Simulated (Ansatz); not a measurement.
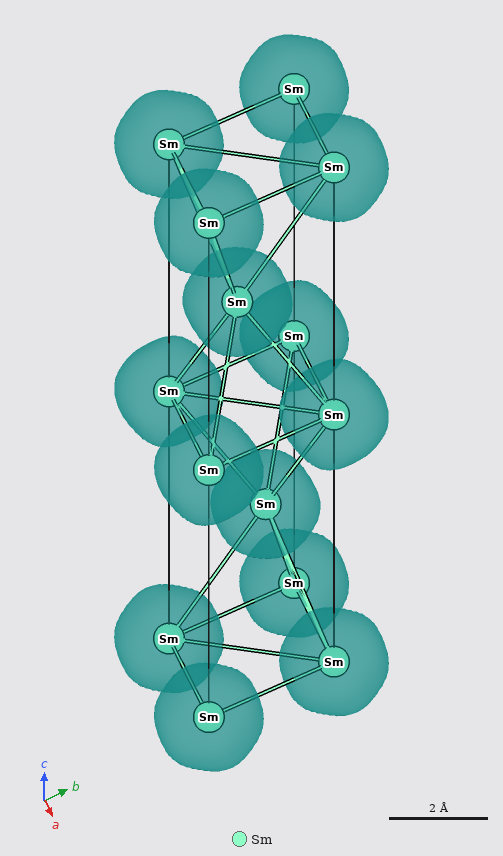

Sm. Isosurfaces of the spin density (up minus down) at +0.08 (teal) and −0.08 e/Å³ (pink), seen at an oblique angle. Sticks mark near contacts.

Space group P6₃/mmc; a structure from a database of computed crystals, not necessarily the ambient phase; the SCF solution may not be the lowest one; no Hubbard U on the f states and no spin–orbit coupling; spin-polarised.

These are results of Kohn-Sham DFT of a periodic cell, PBEsol with D3(BJ)-ATM, Ansatz PAW in Ansatz, not measurements.

Core electrons are frozen (PAW), and the valence fields are smoothed inside the atomic spheres.

**Describe the spin distribution.**

The spin density sits on Sm: +6.1 μB (×4) in one cell of 4 atoms: parallel moments (a ferromagnetic arrangement) in this solution. The cell of the calculation (4 atoms) carries 25.8 μB of net spin moment. Only one sign reaches the isovalue.
